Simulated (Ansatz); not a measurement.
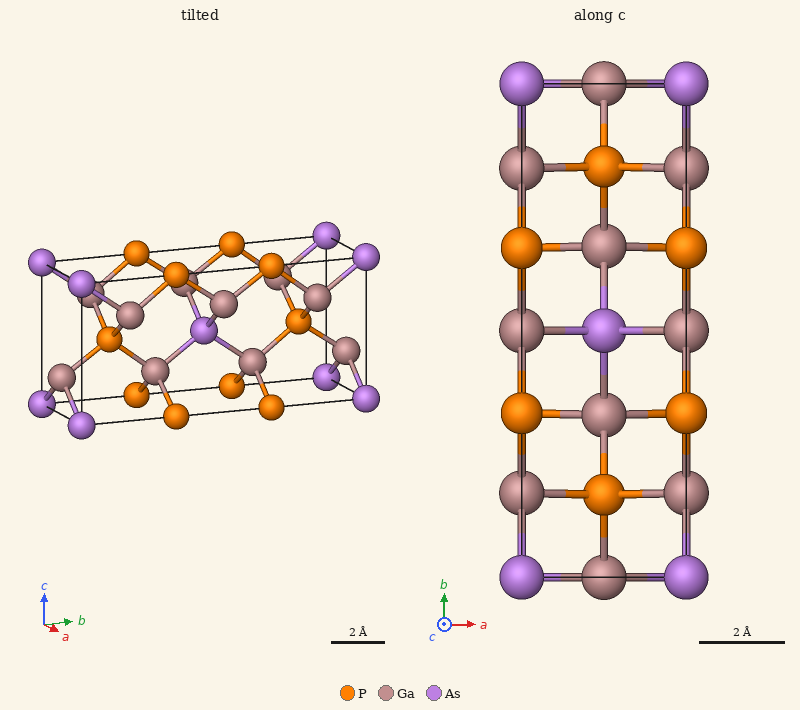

Ball-and-stick representation of a periodic structure, projected slightly off an axis and along the c axis. The parallelepiped is the conventional unit cell.

Ga3AsP2, space group Imm2 (No. 44), a = 3.90 Å, b = 11.71 Å, c = 5.52 Å, α = 90.00°, β = 90.00°, γ = 90.00°.

Electronic-structure method: DFT, PBE0, plane waves, PAW (Ansatz). Parameters: a basis cut at 420 eV, k-points about 0.49 Å⁻¹ apart, no spin polarisation.

Does it come out as a metal, or with a gap?

A semiconductor at this level, with a gap of 2.82 eV, indirect; the smallest direct gap is 2.90 eV.

How far is the cell from zero pressure?

The computed pressure is 0.5 GPa (compressed: it would expand).

Origin of the cell: a structure type filled with these elements by a generator (whether the compound takes this form wasn't checked). Earlier steps of the study, as a rule a relaxation of our own, may have changed the cell and positions, so they can lie some per cent off the listed ones. A calculation with Ansatz used it as input.
